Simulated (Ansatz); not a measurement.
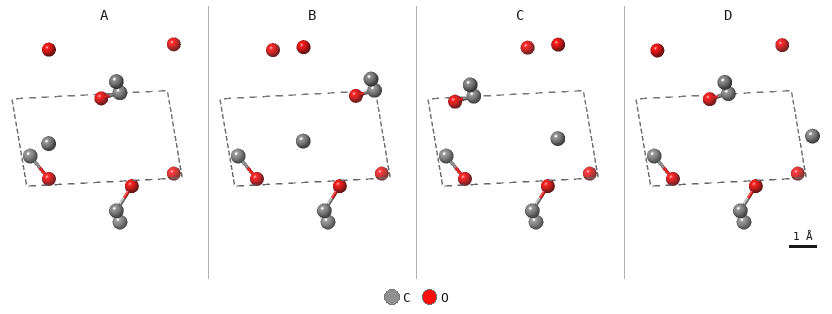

Frames of a one-coordinate scan of solid CO (P2_13). Style: ball-and-stick. Shown: the layers on both sides of the dashed plane, obliquely from above.

All numbers below come from DFT PBEsol, scalar-relativistic, plane waves, PAW (Ansatz 0.2.0). (plane-wave cutoff 420 eV; k-point mesh 4 × 4 × 2; occupations gaussian; smearing width 0.05 eV; no spin polarisation). Energies (free energies at the smearing named) are counted from the relaxed crystal.

What is being scanned?

Answer. The crystal above a cut along the (1 0 0) plane of the conventional cell (between a plane of C/O below and one of C/O above, 2.09 Å apart) is slid rigidly by fractions of an in-plane lattice vector 5.95 Å long (a generalised stacking fault). In the frames the slip is 0.00 (A), 0.30 (B), 0.60 (C), 0.90 (D). One cut stands in each cell, which starts 11.9 Å high; nothing is relaxed, and the dashed outline marks the cut. Their energies are 0 mJ/m², 119 mJ/m², 259 mJ/m², 7 mJ/m².
